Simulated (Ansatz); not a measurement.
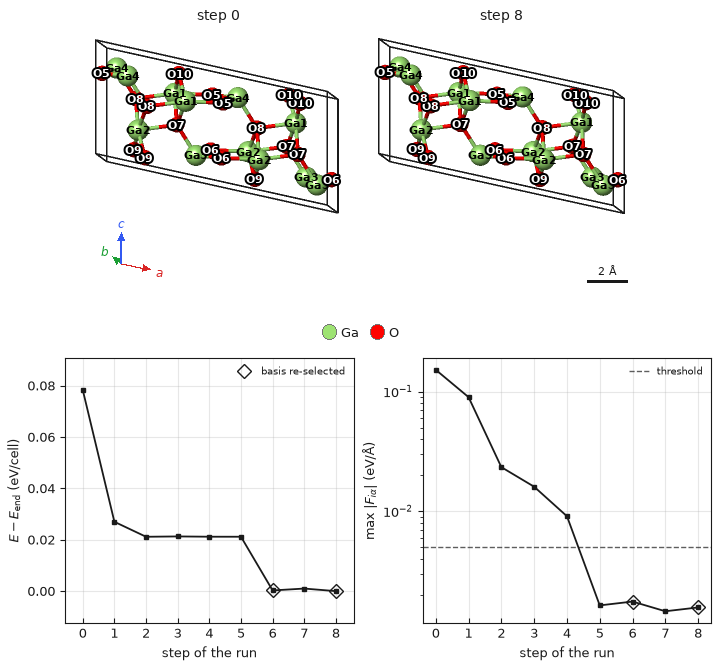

First and last geometry of a relaxation of crystalline Ga2O3 (set up in C2/m), with the history of the run. A ball-and-stick model of the conventional cell (2 times the calculation's cell), seen slightly off an axis. Lengths and directions refer to the drawn axes.

Theory: DFT PBE, scalar-relativistic, plane waves, PAW (Ansatz 0.2.0). Set-up: plane-wave cutoff 420 eV; k-point mesh 10 × 10 × 6; occupations gaussian; smearing width 0.02 eV; no spin polarisation; cell and atoms relaxed; force threshold 0.005 eV/Å; at most 80 steps.

Q: Read the history and describe the run.

A: It converged. The largest moves relative to the cell, 0.012 Å, are those of O9 and O10. O9 goes along −a. By element the largest moves are O 0.012 Å, Ga 0.007 Å. Cell: a 12.280 → 12.454 Å (+1.4 %), b 3.048 → 3.083 Å (+1.2 %), c 5.817 → 5.878 Å (+1.0 %). Volume +3.7 %. Among the contacts that change: Ga1–O5 1.942 → 1.971 Å, Ga1–O7 2.079 → 2.108 Å, Ga1–O8 2.013 → 2.042 Å, Ga3–O7 1.872 → 1.895 Å. The space group stays C2/m (No. 12). The energy falls by 78.3 meV per cell of the calculation in 6 accepted moves (8 points after the start). The largest force component goes from 0.15 to 0.0016 eV/Å. The pressure goes from 6.74 to 0.02 GPa. At 2 points the geometry stayed and the basis and grid were re-selected for the new cell (energy shift of 20.9 meV per cell of the calculation at most each time).
